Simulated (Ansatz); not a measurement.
## Electronic structure of CuNi₅ in real space

Input

```
crystal:
  lattice:
    - [2.5057769117, 0.0, 0.0]
    - [0.0, 2.5057769117, 0.0]
    - [0.0, 0.0, 10.5691266117]
  atoms:
    - { symbol: Cu, position: [0.5, 0.5, 0.5] }
    - { symbol: Ni, position: [0.0, 0.0, 0.6722200563], spin: 0.74 }
    - { symbol: Ni, position: [0.5, 0.5, 0.8348916266], spin: 0.74 }
    - { symbol: Ni, position: [0.0, 0.0, 0.0], spin: 0.74 }
    - { symbol: Ni, position: [0.5, 0.5, 0.1651083734], spin: 0.74 }
    - { symbol: Ni, position: [0.0, 0.0, 0.3277799437], spin: 0.74 }
basis:
  ecutwfc: 420
kpoints:
  mp_grid: { grid: [14, 14, 4] }
hamiltonian:
  xc: pbe
scf:
  occupations: { method: gaussian, width: 0.1 }
output:
  forces: true
  stress: true
  eigenvalues: true
  populations: true
  write_density: true
  write_potential: true
  elf: true
  volumetric_format: npy
magnetization:
  spin_polarized: true
relax:
  adjacent_minimum: "off"
  f_tol: 0.01
  max_steps: 80
  cell: { stress_tol: 0.05 }
```

Run with:

```sh
ansatz run input.yaml --threads 1 --pin off --max-ram 2560MiB --backend cpu --events-out ev --progress --plain --runs-dir out
```

Below, planes, directions and counts refer to the conventional cell (a = 2.50 Å, b = 2.50 Å, c = 10.62 Å, α = 90.00°, β = 90.00°, γ = 90.00°).

The fields are those of the run's last geometry, not of the input's.

Space group P4/mmm; a structure generated by program, which may or may not match a known phase; spin-polarised.

All numbers below come from DFT PBE, scalar-relativistic, plane waves, PAW (Ansatz 0.2.0).

The density is the valence pseudo-density of a PAW calculation; it isn't the true density close to the nuclei.

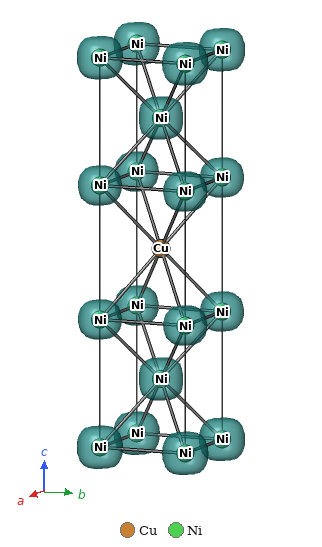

Figure 1. Isosurfaces of the magnetisation density (up minus down) at +0.15 (teal) and −0.15 e/Å³ (pink), seen slightly off an axis. Sticks mark near contacts.

> Describe the spin distribution.

The spin density sits on Ni: +0.7 μB (×3) and +0.5 μB (×2) in one cell of 6 atoms: parallel moments (a ferromagnetic arrangement) in this solution. The cell of the calculation (6 atoms) carries 2.9 μB of net spin moment. Only one sign reaches the isovalue.

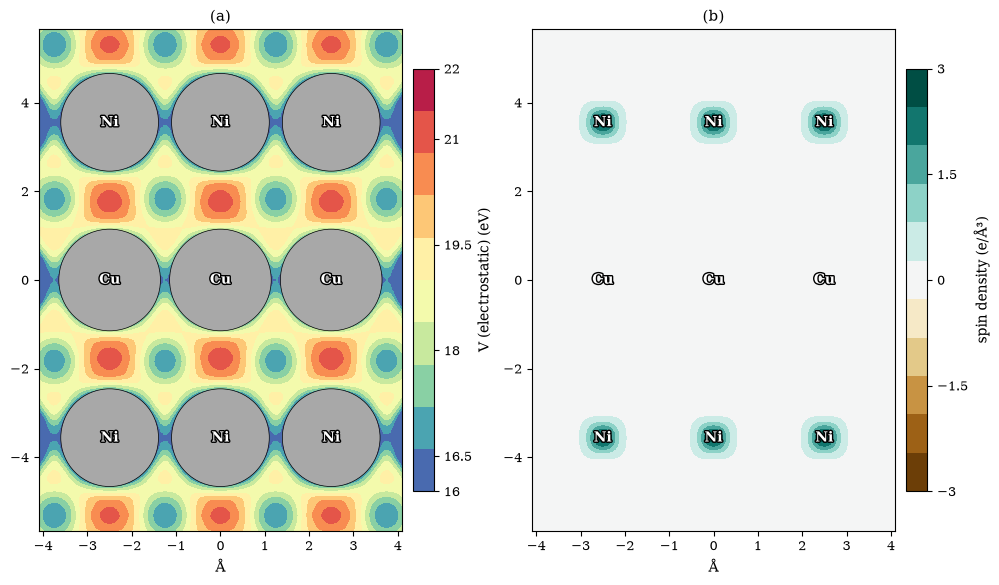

Figure 2. (a) electrostatic potential (local pseudopotential plus Hartree) felt by an electron; (b) spin density (up minus down) on the (100) plane of the conventional cell. Grey discs cover the atomic cores in the potential map.

> Describe what can be read from this map.

Atoms in the plane: Cu and Ni. The spin density sits on Ni: +0.7 μB (×3) and +0.5 μB (×2) in one cell of 6 atoms: parallel moments (a ferromagnetic arrangement) in this solution. The cell of the calculation (6 atoms) carries 2.9 μB of net spin moment. Outside the cores the potential energy rises away from the atoms and is highest about 1.8 Å from the nearest atoms; its zero is arbitrary.

> Does the calculation make it a metal, or give it a gap?

It is metallic or semimetallic at this level of theory: no gap opens.
